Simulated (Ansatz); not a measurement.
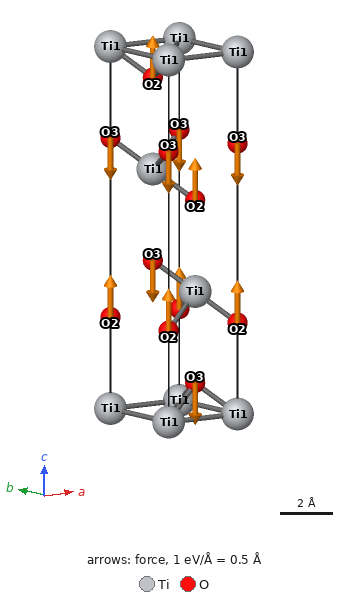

Starting geometry of a crystal of TiO2 (set up in R-3m) (coarse preliminary run) with the computed forces as orange arrows. Style: ball-and-stick. Shown: the conventional cell (3 times the calculation's cell), from a free direction. Lengths and directions refer to the drawn axes.

Case: 2 of 2 Li taken out, relaxed.

Computed with Ansatz 0.2.0, DFT PBE+D3(BJ), scalar-relativistic, plane waves, PAW.

The input:
```yaml
crystal:
  lattice:
    - [1.4394095376, 0.831043484, 4.9049003424]
    - [-1.4394095376, 0.831043484, 4.9049003424]
    - [0.0, -1.662086968, 4.9049003424]
  atoms:
    - { symbol: Ti, position: [0.0, 0.0, 0.0] }
    - { symbol: O, position: [0.2525119017, 0.2525119017, 0.2525119017] }
    - { symbol: O, position: [0.7474880983, 0.7474880983, 0.7474880983] }
basis:
  ecutwfc: 420
kpoints:
  mp_grid: { grid: [9, 9, 9] }
hamiltonian:
  xc: pbe
  dispersion: d3bj
scf:
  occupations: { method: gaussian, width: 0.1 }
output:
  forces: true
  stress: true
  eigenvalues: true
relax:
  adjacent_minimum: "off"
  f_tol: 0.05
  max_steps: 60
  cell: { stress_tol: 0.5 }
```

Run as
```bash
ansatz run input.yaml --threads 2 --pin off --max-ram 5120MiB --backend cpu --events-out ev --progress --plain --runs-dir out
```

### Is this structure relaxed? If not, where do the atoms go?

It isn't relaxed: the largest force vector, on O atoms, is 3.45 eV/Å. The atoms end up moving mostly along the starting forces (cosine between the two patterns 1.00). Over 4 accepted moves (6 points after the start) the energy falls by 0.790 eV per cell of the calculation. Largest force component: 3.4 eV/Å at the start, 0.018 eV/Å at the end. The pressure goes from −12.27 to 0.05 GPa. At 2 points the geometry stayed and the basis and grid were re-selected for the new cell (energy shift of 4.1 meV per cell of the calculation at most each time). The largest moves relative to the cell, 0.12 Å, are those of O2 and O3. O3 goes along −c. Ti stays in place. The volume changes by −2.9 %, with a = b 2.879 → 2.978 Å (+3.5 %), c 14.715 → 13.344 Å (−9.3 %). Some distances before and after: Ti1–Ti1 2.879 → 2.978 Å, Ti1–O2 2.044 → 1.971 Å. Bond angles that change, for instance: Ti1–O3–Ti1 89.5° → 98.2°. The space group stays R-3m (No. 166). The run took 12 s on 2 threads of Arm Neoverse V1, with other jobs on the host, peak memory 0.35 GiB.
